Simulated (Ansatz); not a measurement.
**HfN: one change and its effect**

System: HfN (2 atoms in the cell).
Method of run 1: DFT, LDA, plane waves, PAW, no spin polarisation (Ansatz 0.2.0).

The structure derives from a Materials Project entry. Text and figures count atoms from 1; the logs count them from 0 in places.

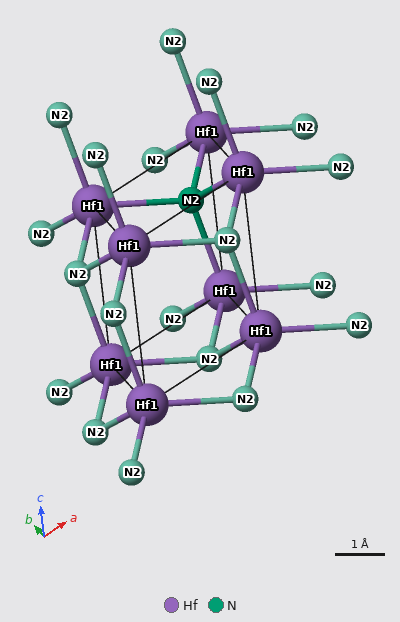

The input geometry (ball-and-stick view of the cell of the calculation, seen slightly off an axis; neighbours outside the cell are drawn fainter; atoms are numbered from 1 in the order of the input). An atom can appear more than once, as a periodic image.

## Input, run 1
```yaml
crystal:
  lattice:
    - [0.0, 2.4146129775, 2.4146129775]
    - [2.4146129775, 0.0, 2.4146129775]
    - [2.4146129775, 2.4146129775, 0.0]
  atoms:
    - { symbol: Hf, position: [0.0032418347, -0.0010343923, -0.0019871626] }
    - { symbol: "N", position: [0.7467581653, 0.7510343923, 0.7519871626] }
basis:
  ecutwfc: 420
kpoints:
  mp_grid: { grid: [12, 12, 12] }
hamiltonian:
  xc: lda
scf:
  occupations: { method: gaussian, width: 0.15 }
  n_extra_bands: 32
output:
  forces: true
  eigenvalues: true
  stress: true
```

Launched with:
```bash
ansatz run input.yaml --threads 2 --pin off --max-ram 5120MiB --backend cpu --events-out ev --progress --plain --runs-dir out
```

Hardware: 2 threads of Arm Neoverse V2, 24 GiB of memory available, shared host.

## Output, shortened to warnings, some set-up lines, iterations and results (run 1)
```
Basis set: ecut = 420 eV, 537 PW (Γ)
Symmetry: 1 space group operations
k-points: 868 of 1728 (time reversal used)
Initial density: superposition of atomic densities (neutral atoms: chi_scale 0, normalization atom), corrected by the library's trained network
[...]
SCF iter   1: F=—  HF=-15853.900762 eV  |F-HF|=—  |Δ(HF+E_count)|=         —  Δρ=1.50e-2  dr2=6.93e-2  ethr=1.77e-3  ⟨swp⟩=5.2  Hψ=179948  notcnv=0  defer=15839
SCF iter   2: F=—  HF=-15853.890413 eV  |F-HF|=—  |Δ(HF+E_count)|=   1.03e-2  Δρ=8.63e-3  dr2=2.48e-2  ethr=2.24e-4  ⟨swp⟩=1.0  Hψ=48609  notcnv=0  defer=15955
SCF iter   3: F=—  HF=-15853.885182 eV  |F-HF|=—  |Δ(HF+E_count)|=   5.23e-3  Δρ=1.50e-3  dr2=8.76e-4  ethr=7.99e-5  ⟨swp⟩=2.0  Hψ=22841  notcnv=0  defer=15955
SCF iter   4: F=—  HF=-15853.884733 eV  |F-HF|=—  |Δ(HF+E_count)|=   4.49e-4  Δρ=1.00e-3  dr2=2.54e-4  ethr=2.83e-6  ⟨swp⟩=2.0  Hψ=32180  notcnv=0  defer=15955
SCF iter   5: F=—  HF=-15853.884618 eV  |F-HF|=—  |Δ(HF+E_count)|=   1.15e-4  Δρ=2.51e-4  dr2=2.20e-5  ethr=8.18e-7  ⟨swp⟩=2.1  Hψ=28161  notcnv=0  defer=15955
SCF iter   6: F=—  HF=-15853.884616 eV  |F-HF|=—  |Δ(HF+E_count)|=   2.54e-6  Δρ=7.25e-5  dr2=2.10e-6  ethr=7.09e-8  ⟨swp⟩=2.1  Hψ=24971  notcnv=0  defer=15955
SCF iter   7: F=-15853.884615 eV  HF=-15853.884615 eV  |F-HF|=5.04e-8  |Δ(HF+E_count)|=   2.25e-7  Δρ=1.66e-5  dr2=9.58e-8  ethr=3.23e-10  ⟨swp⟩=10.8  Hψ=259377  notcnv=0
SCF 1 converged in 7 iterations: F = -15853.884615 eV  dr2 = 9.58e-8
SCF converged after 7 iterations
Free energy (F): -15853.884615 eV
Harris-Foulkes:  -15853.884615 eV  (|F-HF|=5.04e-8)
Internal energy: -15853.873523 eV  (E = F + TS)
E sigma→0 (E₀):  -15853.879069 eV
Entropy (-TS):   -0.011093 eV (-5.546 meV/atom)
Fermi energy:    18.472475 eV
--- Per-component energies (eV) ---
  E_band       = 26.920611
  E_kinetic    = 556.646670
  E_local      = -5532.670315  (includes V_loc(G=0)·N_el)
  E_nonlocal   = -1184.506958
  E_hartree    = 2569.106592
  E_xc         = -357.692583
  E_vxc        = -343.477110  (∫ρ·V_xc dr)
  E_paw        = -6804.802840  (= ΣΔE_a)
  E_vpaw       = 1392.719133  (= ΣTr[D̂ρ^β])
  E_aug_tail   = 0.000088  (compensation charges beyond the density's cutoff)
  E_ewald      = -5102.491463
  E_core_change = 2.537287  (= ΣΔE_core)
  E_smearing   = -0.011093  (= −TS)
  E_closure    = 0.000000  (closes the sum)
  Σ components = -15853.884615   (vs F -15853.884615, Δ=0.00e0)
--- Forces (eV/Å), atoms counted from 1 ---
  atom   1  Hf     0.17521492    -0.07793119    -0.12965945
  atom   2  N     -0.17521468     0.07793221     0.12965877
  max |Σ_I F_I| component: 1.02e-6 eV/Å
--- Stress (GPa, compression-positive) ---
        0.149933      -0.718034      -0.428333
       -0.718034       0.164578       0.971360
       -0.428333       0.971360       0.158026
  P = ⅓ Tr σ = 0.1575 GPa (1.575 kbar)
```

The input of run 2 differs as follows (lines with − go, lines with + come):
```diff
-  n_extra_bands: 32
```

How does run 2 compare with run 1?

Both reach the same energy, so the change doesn't alter the result. The SCF takes 8 iterations against 7. On the same kind of shared host run 2 took about 0.5 times as long.

## Output, shortened to warnings, some set-up lines, iterations and results (run 2)
```
Basis set: ecut = 420 eV, 537 PW (Γ)
Symmetry: 1 space group operations
k-points: 868 of 1728 (time reversal used)
Initial density: superposition of atomic densities (neutral atoms: chi_scale 0, normalization atom), corrected by the library's trained network
[...]
SCF iter   1: F=—  HF=-15853.900598 eV  |F-HF|=—  |Δ(HF+E_count)|=         —  Δρ=1.48e-2  dr2=6.76e-2  ethr=1.77e-3  ⟨swp⟩=4.3  Hψ=67346  notcnv=0
SCF iter   2: F=—  HF=-15853.885365 eV  |F-HF|=—  |Δ(HF+E_count)|=   1.52e-2  Δρ=4.16e-3  dr2=3.62e-3  ethr=2.18e-4  ⟨swp⟩=1.1  Hψ=24377  notcnv=0  defer=44
SCF iter   3: F=—  HF=-15853.884829 eV  |F-HF|=—  |Δ(HF+E_count)|=   5.36e-4  Δρ=2.15e-3  dr2=1.01e-3  ethr=1.17e-5  ⟨swp⟩=2.0  Hψ=25136  notcnv=0  defer=44
SCF iter   4: F=—  HF=-15853.884665 eV  |F-HF|=—  |Δ(HF+E_count)|=   1.64e-4  Δρ=1.12e-3  dr2=2.97e-4  ethr=3.25e-6  ⟨swp⟩=2.4  Hψ=30014  notcnv=0  defer=44
SCF iter   5: F=—  HF=-15853.884620 eV  |F-HF|=—  |Δ(HF+E_count)|=   4.55e-5  Δρ=3.57e-4  dr2=3.61e-5  ethr=9.59e-7  ⟨swp⟩=2.5  Hψ=28789  notcnv=0  defer=44
SCF iter   6: F=—  HF=-15853.884617 eV  |F-HF|=—  |Δ(HF+E_count)|=   2.62e-6  Δρ=9.59e-5  dr2=1.88e-6  ethr=1.16e-7  ⟨swp⟩=2.0  Hψ=24093  notcnv=0  defer=44
SCF iter   7: F=—  HF=-15853.884616 eV  |F-HF|=—  |Δ(HF+E_count)|=   1.61e-6  Δρ=2.51e-5  dr2=1.54e-7  ethr=6.06e-9  ⟨swp⟩=2.3  Hψ=31651  notcnv=0  defer=44
SCF iter   8: F=-15853.884615 eV  HF=-15853.884615 eV  |F-HF|=2.39e-9  |Δ(HF+E_count)|=   1.64e-7  Δρ=5.74e-6  dr2=8.21e-9  ethr=3.23e-10  ⟨swp⟩=6.0  Hψ=69796  notcnv=0
SCF 1 converged in 8 iterations: F = -15853.884615 eV  dr2 = 8.21e-9
SCF converged after 8 iterations
Free energy (F): -15853.884615 eV
Harris-Foulkes:  -15853.884615 eV  (|F-HF|=2.39e-9)
Internal energy: -15853.873523 eV  (E = F + TS)
E sigma→0 (E₀):  -15853.879069 eV
Entropy (-TS):   -0.011093 eV (-5.546 meV/atom)
Fermi energy:    18.472531 eV
--- Per-component energies (eV) ---
  E_band       = 26.917532
  E_kinetic    = 556.645718
  E_local      = -5532.672641  (includes V_loc(G=0)·N_el)
  E_nonlocal   = -1184.515983
  E_hartree    = 2569.109271
  E_xc         = -357.692394
  E_vxc        = -343.476859  (∫ρ·V_xc dr)
  E_paw        = -6804.793406  (= ΣΔE_a)
  E_vpaw       = 1392.721440  (= ΣTr[D̂ρ^β])
  E_aug_tail   = 0.000088  (compensation charges beyond the density's cutoff)
  E_ewald      = -5102.491463
  E_core_change = 2.537287  (= ΣΔE_core)
  E_smearing   = -0.011093  (= −TS)
  E_closure    = 0.000000  (closes the sum)
  Σ components = -15853.884615   (vs F -15853.884615, Δ=0.00e0)
--- Forces (eV/Å), atoms counted from 1 ---
  atom   1  Hf     0.17521628    -0.07793283    -0.12966015
  atom   2  N     -0.17521566     0.07793253     0.12965952
  max |Σ_I F_I| component: 6.23e-7 eV/Å
--- Stress (GPa, compression-positive) ---
        0.150475      -0.718058      -0.428345
       -0.718058       0.165123       0.971392
       -0.428345       0.971392       0.158569
  P = ⅓ Tr σ = 0.1581 GPa (1.581 kbar)
```

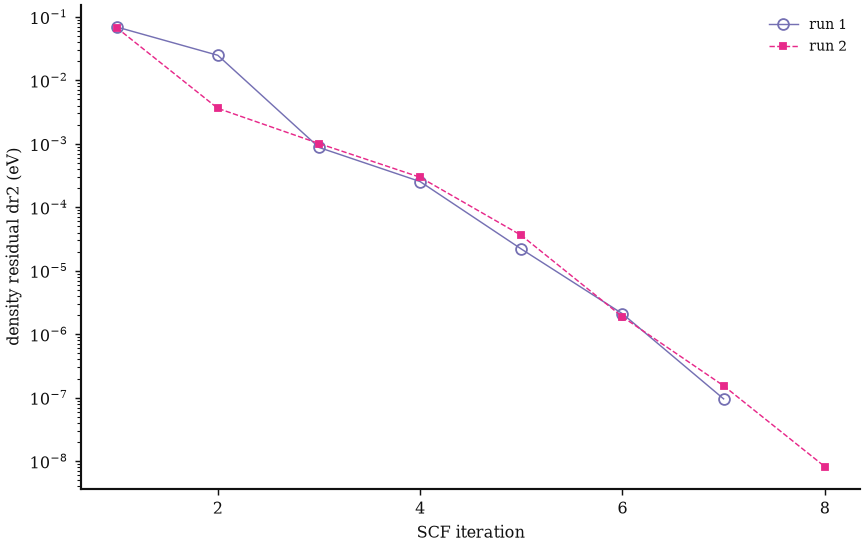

Convergence of the two runs: density residual dr2 against the SCF iteration. Run 1 takes 7 iterations in all, and run 2 takes 8.

## The two runs side by side

| quantity | run 1 | run 2 |
| --- | --- | --- |
| outcome | converged | converged |
| free energy per atom (eV) | −7926.9423 | −7926.9423 |
| energy per atom, smearing taken to zero (eV) | −7926.9395 | −7926.9395 |
| gap on the mesh (eV) | 0.00 | 0.00 |
| pressure (GPa) | 0.16 | 0.16 |
| largest force (eV/Å) | 0.231 | 0.231 |
| SCF iterations | 7 | 8 |
| irreducible k-points | 868 | 868 |
| plane waves at Γ | 537 | 537 |
| wall time (shared host) | 39 s | 19 s |

For both runs: Spin–orbit coupling is left out, which matters for Hf. The cell holds an odd number of electrons but the run has no spin polarisation, so a band is left half filled.
